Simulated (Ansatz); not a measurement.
System: TiO2.

The calculation's input:

```
crystal:
  lattice:
    - [-5.097444405, 5.097444405, 1.48372277]
    - [5.097444405, -5.097444405, 1.48372277]
    - [5.097444405, 5.097444405, -1.48372277]
  atoms:
    - { symbol: Ti, position: [0.64445292, 0.17258691, 0.81703983] }
    - { symbol: Ti, position: [0.17258691, 0.35554708, 0.52813399] }
    - { symbol: Ti, position: [0.82741309, 0.64445292, 0.47186601] }
    - { symbol: Ti, position: [0.35554708, 0.82741309, 0.18296017] }
    - { symbol: O, position: [0.83626247, 0.45898473, 0.2952472] }
    - { symbol: O, position: [0.45898473, 0.16373753, 0.62272226] }
    - { symbol: O, position: [0.54101527, 0.83626247, 0.37727774] }
    - { symbol: O, position: [0.16373753, 0.54101527, 0.7047528] }
    - { symbol: O, position: [0.15660689, 0.79096421, 0.9475711] }
    - { symbol: O, position: [0.79096421, 0.84339311, 0.63435732] }
    - { symbol: O, position: [0.84339311, 0.20903579, 0.0524289] }
    - { symbol: O, position: [0.20903579, 0.15660689, 0.36564268] }
kpoints:
  mp_grid: { grid: [8, 8, 8] }
scf:
  occupations: { method: fermi_dirac, width: 0.02 }
hamiltonian:
  xc: r2scan
  pseudopotentials: { kind: paw }
output:
  forces: true
  stress: true
  populations: true
  efg:
    quadrupole_moments_barn: { Ti: 0.247, O: -0.02558 }
    contact_densities: true
  write_density: true
  write_potential: true
  elf: true
  volumetric_format: npy
```

Launched as:

```sh
ansatz run input.yaml --threads 1 --pin off --max-ram 2560MiB --backend cpu --events-out ev --progress --plain --runs-dir out
```

Below, planes, directions and counts refer to the conventional cell (a = 10.19 Å, b = 10.19 Å, c = 2.97 Å, α = 90.00°, β = 90.00°, γ = 90.00°).

Space group I4/m; a structure from a database of computed crystals, not necessarily the ambient phase; computed without spin polarisation.

Theory: Ansatz 0.2.0, DFT, r2SCAN, plane-wave PAW, default files, scalar-relativistic.

**Predict the valence pseudo-density and electron localisation function between the atoms.**

Ti–O (1.89 Å): the density is about 0.83 e/Å³ at the midpoint; the ELF peaks at about 0.85 in the valence shell of O, 0.6 Å from its nucleus, and is about 0.25 at the midpoint (no localised pair shows between them).
Ti–O (2.01 Å): the density is about 0.61 e/Å³ at the midpoint; the ELF peaks at about 0.85 in the valence shell of O, 0.6 Å from its nucleus, and is about 0.20 at the midpoint; no shared electron pair shows on this line.

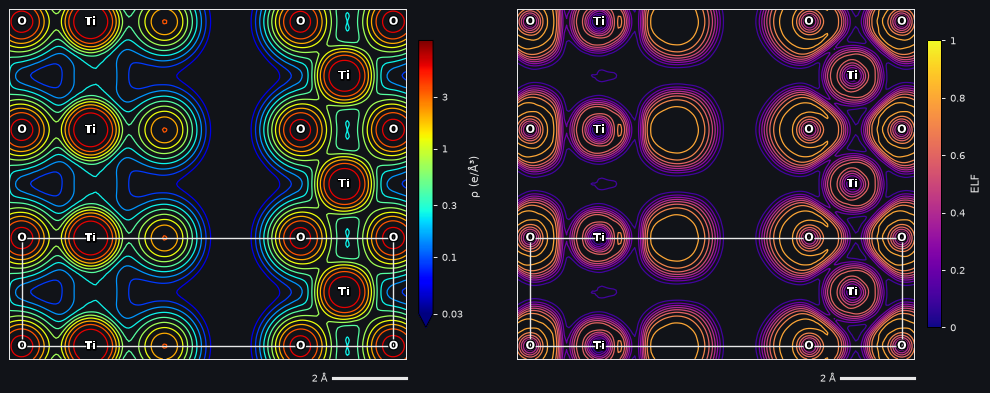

Computed valence pseudo-density and electron localisation function on the (100) plane of the conventional cell, in this order. Atoms just off the plane (O, 0.5 Å away) can leave unmarked features too.

Core electrons are frozen (PAW), and the valence fields are smoothed inside the atomic spheres.
